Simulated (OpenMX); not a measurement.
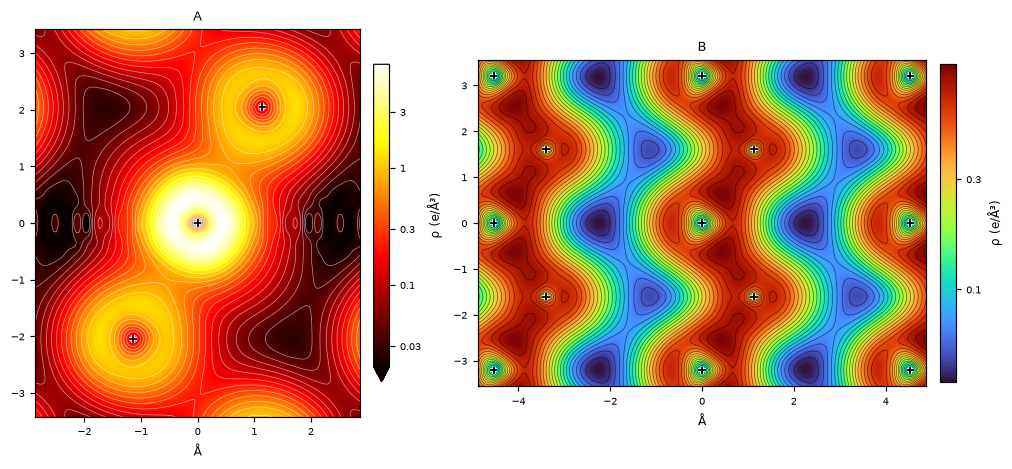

The valence pseudo-density of 2 systems, each on a plane through atoms (crosses mark nuclei in the plane).

Method: Kohn-Sham DFT of a periodic cell, LDA, OpenMX 2013 LDA set (OpenMX 3.8.5).

System 1: PtS$_{2}$, the (110) plane of the conventional cell. Space group P-3m1; not relaxed (largest force 1.1 eV/Å); computed pressure about 6 GPa in this cell.

System 2: BP, the (101) plane of the conventional cell. Space group F-43m; computed pressure about −5 GPa in this cell.

```
P B
1.0
     4.53800    0.00000    0.00000
     0.00000    0.00000   -4.53800
     0.00000    4.53800    0.00000
P B
4 4
Direct
  0.75000 0.75000 0.25000
  0.25000 0.75000 0.75000
  0.25000 0.25000 0.25000
  0.75000 0.25000 0.75000
  0.50000 0.50000 0.00000
  0.00000 0.50000 0.50000
  0.00000 0.00000 0.00000
  0.50000 0.00000 0.50000
```

Question: Which map belongs to which system?

Answer: Panel A is system 1, PtS$_{2}$: the plane holds Pt and S. Pt–S (2.34 Å): the density is about 0.7 e/Å³ at the midpoint. Panel B is system 2, BP: the plane holds P and B. B–P (1.97 Å): ρ at the midpoint is about 0.86 e/Å³.
